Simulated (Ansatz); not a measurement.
# From Fe to Ru

System: Fe (2 atoms in the cell).
Method of run A: DFT PBEsol, scalar-relativistic, plane waves, PAW, no spin polarisation (Ansatz 0.2.0).
System of run B: Ru (P6₃/mmc, 2 atoms in the cell).

On run A: The structure was made by swapping elements on the sites of another compound; it need not be a known phase. On run B: The structure derives from a Materials Project entry. Text and figures count atoms from 1; the logs count them from 0 in places.

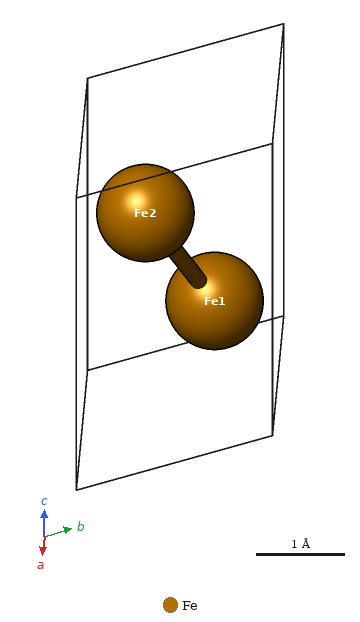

Fig. 1: The structure as given in the input (ball-and-stick view of the cell of the calculation, seen at an oblique angle; atoms are numbered from 1 in the order of the input). An atom can appear more than once, as a periodic image. Near neighbours in the periodic cell (some may lie outside the picture): Fe has 12 Fe at 2.46 to 2.51 Å.

## Input, run A
```yaml
crystal:
  lattice:
    - [2.5118363826, 0.0, 0.0]
    - [-1.2559181913, 2.1753141175, 0.0]
    - [0.0, 0.0, 3.9710949608]
  atoms:
    - { symbol: Fe, position: [0.3333333333, 0.6666666667, 0.25] }
    - { symbol: Fe, position: [0.6666666667, 0.3333333333, 0.75] }
basis:
  ecutwfc: 420
kpoints:
  mp_grid: { grid: [12, 12, 6] }
hamiltonian:
  xc: pbesol
scf:
  occupations: { method: gaussian, width: 0.1 }
output:
  forces: true
  stress: true
  eigenvalues: true
relax:
  adjacent_minimum: "off"
  f_tol: 0.05
  max_steps: 60
  cell: { stress_tol: 0.5 }
```

Launched with:
```bash
ansatz run input.yaml --threads 1 --pin off --max-ram 2560MiB --backend cpu --events-out ev --progress --plain --runs-dir out
```

Hardware: 1 thread of Intel Xeon @ 2.50GHz (Skylake/Cascade Lake), 192 GiB of memory available, shared host.

## Output, shortened to warnings, some set-up lines, iterations and results (run A)
```
Basis set: ecut = 420 eV, 415 PW (Γ), exchange–correlation on 36×36×54 points (8 copies of the dense FFT grid, shifted against one another)
Symmetry: 24 space group operations
k-points: 76 of 864
Initial density: superposition of atomic densities (neutral atoms: chi_scale 0, normalization atom), corrected by the library's trained network
[...]
SCF iter   1: F=—  HF=-8897.584948 eV  |F-HF|=—  |Δ(HF+E_count)|=         —  Δρ=1.95e-2  dr2=4.60e-2  ethr=1.77e-3  ⟨swp⟩=3.7  Hψ=5561  notcnv=0
SCF iter   2: F=—  HF=-8897.576331 eV  |F-HF|=—  |Δ(HF+E_count)|=   8.62e-3  Δρ=6.63e-3  dr2=5.43e-3  ethr=1.44e-4  ⟨swp⟩=2.9  Hψ=2921  notcnv=0  defer=10
SCF iter   3: F=—  HF=-8897.575394 eV  |F-HF|=—  |Δ(HF+E_count)|=   9.38e-4  Δρ=7.83e-4  dr2=5.10e-5  ethr=1.70e-5  ⟨swp⟩=2.0  Hψ=2003  notcnv=0  defer=10
SCF iter   4: F=—  HF=-8897.575396 eV  |F-HF|=—  |Δ(HF+E_count)|=   2.00e-6  Δρ=1.60e-4  dr2=1.95e-6  ethr=1.59e-7  ⟨swp⟩=2.1  Hψ=2535  notcnv=0  defer=10
SCF iter   5: F=—  HF=-8897.575397 eV  |F-HF|=—  |Δ(HF+E_count)|=   1.32e-6  Δρ=8.65e-5  dr2=4.46e-7  ethr=6.10e-9  ⟨swp⟩=2.0  Hψ=2076  notcnv=0  defer=10
[... 30 lines ...]
SCF iter   4: F=-8897.760016 eV  HF=-8897.760016 eV  |F-HF|=4.18e-11  |Δ(HF+E_count)|=   1.07e-8  Δρ=9.83e-7  dr2=8.77e-11  ethr=5.52e-11  ⟨swp⟩=2.0  Hψ=2062  notcnv=0
SCF iter   5: F=-8897.760016 eV  HF=-8897.760016 eV  |F-HF|=0.00e0  |Δ(HF+E_count)|=  1.09e-11  Δρ=1.79e-7  dr2=1.56e-12  ethr=1.00e-12  ⟨swp⟩=1.8  Hψ=2131  notcnv=0
SCF iter   6: F=-8897.760016 eV  HF=-8897.760016 eV  |F-HF|=0.00e0  |Δ(HF+E_count)|=    0.00e0  Δρ=4.16e-8  dr2=8.27e-14  ethr=1.00e-12  ⟨swp⟩=2.1  Hψ=4108  notcnv=0
SCF 5 converged in 6 iterations: F = -8897.760016 eV  dr2 = 8.27e-14
relax step   5: F+E_penalty+E_count = -8897.76001628 eV  Δ(F+E_penalty+E_count) = +1.114e-3 eV  max|allowed force component| = 2.197e-17 eV/Å  Δτ_max = 0.0000 Å  P = -0.179 …
basis re-selected at this cell: Δ(F+E_penalty+E_count) = +1.114e-3 eV, ΔP = -0.029 GPa vs the last step (what re-selecting the basis moved, of the pressure what is left beyond the Pulay correction that the steps carried, after the strain that the cell walked since its last selection, with what the …
SCF converged after 6 iterations
Free energy (F): -8897.760016 eV
Harris-Foulkes:  -8897.760016 eV  (|F-HF|=0.00e0)
Internal energy: -8897.750078 eV  (E = F + TS)
E sigma→0 (E₀):  -8897.755047 eV
Entropy (-TS):   -0.009938 eV (-4.969 meV/atom)
Fermi energy:    21.863624 eV
--- Per-component energies (eV) ---
  E_band       = -327.374150
  E_kinetic    = 713.737318
  E_local      = -3756.721917  (includes V_loc(G=0)·N_el)
  E_nonlocal   = 427.995769
  E_hartree    = 1591.375254
  E_xc         = -238.733338
  E_vxc        = -308.865362  (∫ρ·V_xc dr)
  E_paw        = -2663.892456  (= ΣΔE_a)
  E_vpaw       = -586.272317  (= ΣTr[D̂ρ^β])
  E_aug_tail   = 0.001833  (compensation charges beyond the density's cutoff)
  E_ewald      = -4971.870943
  E_core_change = 0.358403  (= ΣΔE_core)
  E_smearing   = -0.009938  (= −TS)
  E_closure    = 0.000000  (closes the sum)
  Σ components = -8897.760016   (vs F -8897.760016, Δ=0.00e0)
--- Forces (eV/Å), atoms counted from 1 ---
  atom   1  Fe    -0.00000000     0.00000000    -0.00000000
  atom   2  Fe     0.00000000    -0.00000000     0.00000000
  max |Σ_I F_I| component: 6.94e-18 eV/Å
--- Stress (GPa, compression-positive) ---
       -0.179808      -0.000000       0.000000
        0.000000      -0.179808      -0.000000
        0.000000      -0.000000      -0.177048
  P = ⅓ Tr σ = -0.1789 GPa (-1.789 kbar)
--- Relaxed structure (4 steps of the walk, 4 accepted, 1 SCFs on fresh bases) ---
  F+E_penalty+E_count = -8897.76001628 eV   max|allowed force component| = 2.197e-17 eV/Å   (the final SCF, on the basis selected at the relaxed cell)
  cell:  # Å, volume = 19.6307 Å³
    - [2.4275576559627416, -9.250304472941611e-34, 3.0178003021336237e-18]
    - [-1.2137788279813708, 2.1023265992151385, -1.5089001510668122e-18]
    - [4.771000076067172e-18, -7.312147744310016e-34, 3.8464955663598093]
  atoms:
    - { symbol: Fe, position: [0.33333333333333326, 0.6666666666666665, 0.25] }
    - { symbol: Fe, position: [0.6666666666666666, 0.33333333333333326, 0.75] }
```

The input of run B differs as follows (lines with − go, lines with + come):
```diff
-    - [2.5118363826, 0.0, 0.0]
-    - [-1.2559181913, 2.1753141175, 0.0]
-    - [0.0, 0.0, 3.9710949608]
+    - [2.7078263433, 0.0, 0.0]
+    - [-1.3539131716, 2.3450464023, 0.0]
+    - [0.0, 0.0, 4.26810178]
-    - { symbol: Fe, position: [0.3333333333, 0.6666666667, 0.25] }
-    - { symbol: Fe, position: [0.6666666667, 0.3333333333, 0.75] }
+    - { symbol: Ru, position: [0.33333333, 0.66666667, 0.25] }
+    - { symbol: Ru, position: [0.66666667, 0.33333333, 0.75] }
-  mp_grid: { grid: [12, 12, 6] }
+  mp_grid: { grid: [18, 18, 10] }
-  f_tol: 0.05
-  max_steps: 60
-  cell: { stress_tol: 0.5 }
+  f_tol: 0.005
+  max_steps: 80
+  cell: { stress_tol: 0.05 }
```

Predict how the results change.

The total energies belong to different systems, so their difference says nothing on which is more stable or more accurate. The pressure goes from −0.18 to 0.02 GPa. The volume per atom goes from 9.82 to 13.32 Å³. The SCF takes 32 iterations over all geometry steps against 30. The irreducible k-points go from 76 to 222. On the same kind of shared host run B took about 2.8 times as long.

## Output, shortened to warnings, some set-up lines, iterations and results (run B)
```
Basis set: ecut = 420 eV, 537 PW (Γ), exchange–correlation on 40×40×60 points (8 copies of the dense FFT grid, shifted against one another)
Symmetry: 24 space group operations
k-points: 222 of 3240
Initial density: superposition of atomic densities (neutral atoms: chi_scale 0, normalization atom), corrected by the library's trained network
[...]
SCF iter   1: F=—  HF=-11633.006188 eV  |F-HF|=—  |Δ(HF+E_count)|=         —  Δρ=1.06e-2  dr2=1.85e-2  ethr=1.77e-3  ⟨swp⟩=5.0  Hψ=17124  notcnv=0
SCF iter   2: F=—  HF=-11633.003600 eV  |F-HF|=—  |Δ(HF+E_count)|=   2.59e-3  Δρ=5.50e-3  dr2=4.65e-3  ethr=5.77e-5  ⟨swp⟩=2.8  Hψ=8182  notcnv=0
SCF iter   3: F=—  HF=-11633.002803 eV  |F-HF|=—  |Δ(HF+E_count)|=   7.96e-4  Δρ=3.53e-4  dr2=1.03e-5  ethr=1.45e-5  ⟨swp⟩=2.0  Hψ=6185  notcnv=0
SCF iter   4: F=—  HF=-11633.002796 eV  |F-HF|=—  |Δ(HF+E_count)|=   7.13e-6  Δρ=8.57e-5  dr2=1.21e-6  ethr=3.21e-8  ⟨swp⟩=2.0  Hψ=7972  notcnv=0
SCF iter   5: F=-11633.002796 eV  HF=-11633.002796 eV  |F-HF|=1.91e-8  |Δ(HF+E_count)|=   2.23e-7  Δρ=1.77e-5  dr2=3.54e-8  ethr=3.80e-9  ⟨swp⟩=2.0  Hψ=7362  notcnv=0
[... 32 lines ...]
SCF iter   6: F=-11633.011445 eV  HF=-11633.011445 eV  |F-HF|=1.82e-12  |Δ(HF+E_count)|=    0.00e0  Δρ=5.85e-9  dr2=2.94e-15  ethr=1.00e-12  ⟨swp⟩=1.0  Hψ=4440  notcnv=0
SCF iter   7: F=-11633.011445 eV  HF=-11633.011445 eV  |F-HF|=3.64e-12  |Δ(HF+E_count)|=  3.64e-12  Δρ=1.60e-9  dr2=2.09e-16  ethr=1.00e-12  ⟨swp⟩=1.0  Hψ=4440  notcnv=0
SCF iter   8: F=-11633.011445 eV  HF=-11633.011445 eV  |F-HF|=1.82e-12  |Δ(HF+E_count)|=    0.00e0  Δρ=2.10e-10  dr2=5.82e-18  ethr=1.00e-12  ⟨swp⟩=2.0  Hψ=12425  notcnv=0
SCF 5 converged in 8 iterations: F = -11633.011445 eV  dr2 = 5.82e-18
relax step   5: F+E_penalty+E_count = -11633.01144510 eV  Δ(F+E_penalty+E_count) = +1.322e-4 eV  max|allowed force component| = 3.469e-17 eV/Å  Δτ_max = 0.0000 Å  P = +0.017 …
basis re-selected at this cell: Δ(F+E_penalty+E_count) = +1.322e-4 eV, ΔP = +0.008 GPa vs the last step (what re-selecting the basis moved, of the pressure what is left beyond the Pulay correction that the steps carried, after the strain that the cell walked since its last selection, with what the …
SCF converged after 8 iterations
Free energy (F): -11633.011445 eV
Harris-Foulkes:  -11633.011445 eV  (|F-HF|=1.82e-12)
Internal energy: -11633.002594 eV  (E = F + TS)
E sigma→0 (E₀):  -11633.007019 eV
Entropy (-TS):   -0.008851 eV (-4.426 meV/atom)
Fermi energy:    23.931311 eV
--- Per-component energies (eV) ---
  E_band       = -93.994547
  E_kinetic    = 1029.569876
  E_local      = -2476.127476  (includes V_loc(G=0)·N_el)
  E_nonlocal   = 689.360163
  E_hartree    = 793.113578
  E_xc         = -379.679226
  E_vxc        = -478.337398  (∫ρ·V_xc dr)
  E_paw        = -6798.798621  (= ΣΔE_a)
  E_vpaw       = -444.686430  (= ΣTr[D̂ρ^β])
  E_aug_tail   = -0.000439  (compensation charges beyond the density's cutoff)
  E_ewald      = -4490.947041
  E_core_change = 0.506592  (= ΣΔE_core)
  E_smearing   = -0.008851  (= −TS)
  E_closure    = 0.000000  (closes the sum)
  Σ components = -11633.011445   (vs F -11633.011445, Δ=0.00e0)
--- Forces (eV/Å), atoms counted from 1 ---
  atom   1  Ru    -0.00000000    -0.00000000     0.00000000
  atom   2  Ru     0.00000000    -0.00000000    -0.00000000
  max |Σ_I F_I| component: 9.25e-18 eV/Å
--- Stress (GPa, compression-positive) ---
        0.015633       0.000000       0.000000
        0.000000       0.015633       0.000000
        0.000000       0.000000       0.019786
  P = ⅓ Tr σ = 0.0170 GPa (0.170 kbar)
--- Relaxed structure (4 steps of the walk, 3 accepted, 1 SCFs on fresh bases) ---
  F+E_penalty+E_count = -11633.01144510 eV   max|allowed force component| = 3.469e-17 eV/Å   (the final SCF, on the basis selected at the relaxed cell)
  cell:  # Å, volume = 26.6351 Å³
    - [2.689481201445154, -2.8671925986369466e-11, 5.291467413481953e-19]
    - [-1.3447406006977465, 2.3291590434665324, -2.6457337066921306e-19]
[...]
```

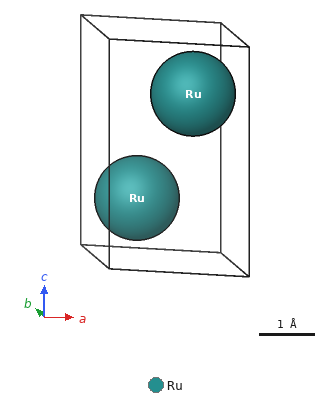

Fig. 2: The input structure of run B (spheres-only view of the cell of the calculation, seen slightly off an axis). An atom can appear more than once, as a periodic image.

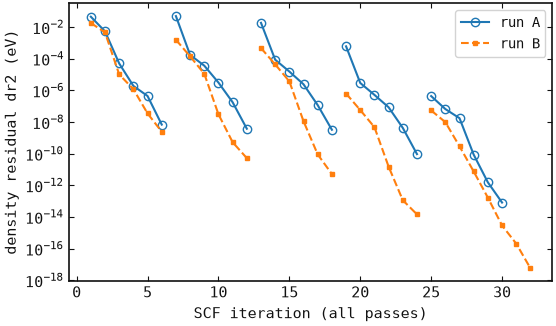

Fig. 3: Convergence of the two runs: density residual dr2 against the SCF iteration. A break in a curve parts two SCF passes. Run A takes 30 iterations in all, and run B takes 32.

## The two runs side by side

| quantity | run A | run B |
| --- | --- | --- |
| outcome | converged | converged |
| free energy per atom (eV) | −4448.8800 | −5816.5057 |
| energy per atom, smearing taken to zero (eV) | −4448.8775 | −5816.5035 |
| gap on the mesh (eV) | 0.00 | 0.00 |
| pressure (GPa) | −0.18 | 0.02 |
| volume per atom (Å³) | 9.82 | 13.32 |
| largest force (eV/Å) | 0.000 | 0.000 |
| SCF iterations | 30 | 32 |
| irreducible k-points | 76 | 222 |
| wall time (shared host) | 14 s | 39 s |

For run A: The run has no spin polarisation, so a magnetic state may lie lower.
